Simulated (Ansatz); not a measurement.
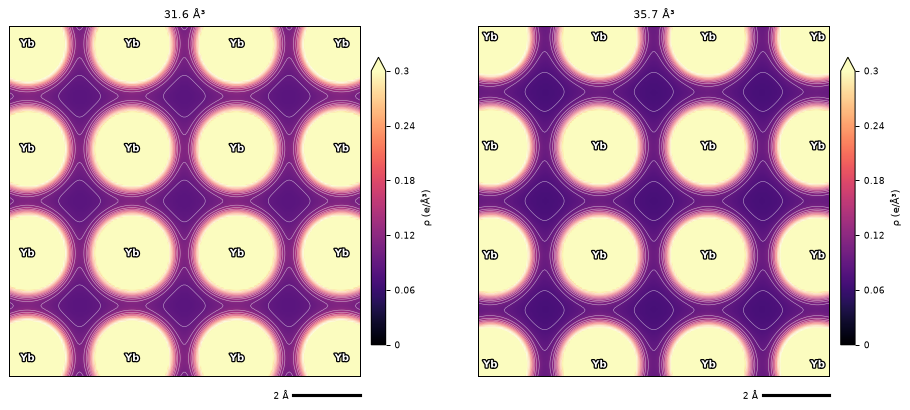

Yb. The valence pseudo-density of cells scaled evenly to different volumes (given per atom above each panel), on the (001) plane of each (indices in the axes of the cell below), at one length scale and on one colour scale.

A generated structure, not necessarily the stable one; computed without spin polarisation; no Hubbard U on the f states and no spin–orbit coupling.

Method: DFT, PBEsol, plane waves (420 eV) with PAW, scalar-relativistic (Ansatz 0.2.0).

The largest cell:

```cif
data_structure
_symmetry_space_group_name_H-M 'P 1'
_symmetry_Int_Tables_number 1
_cell_length_a 3.2925
_cell_length_b 3.2925
_cell_length_c 3.2925
_cell_angle_alpha 90.000
_cell_angle_beta 90.000
_cell_angle_gamma 90.000
_cell_volume 35.69
loop_
_atom_site_label
_atom_site_type_symbol
_atom_site_fract_x
_atom_site_fract_y
_atom_site_fract_z
_atom_site_occupancy
Yb1 Yb 0.00000 0.00000 0.00000 1
```

| volume (Å³/atom) | Yb–Yb contact in the plane (Å) | ρ at its midpoint (e/Å³) | 
| --- | --- | --- |
| 31.57 | 3.161 | 0.111 | 
| 34.32 | 3.250 | ? | 
| 35.69 | 3.292 | 0.095 | 

Q: Estimate the missing row, and compare with the calculation.

A: Over the known rows ln ρ falls by 1.19 per Å of Yb–Yb distance (the line through the two), which gives 0.100 e/Å³ at 3.250 Å; the calculation gives 0.100 e/Å³.
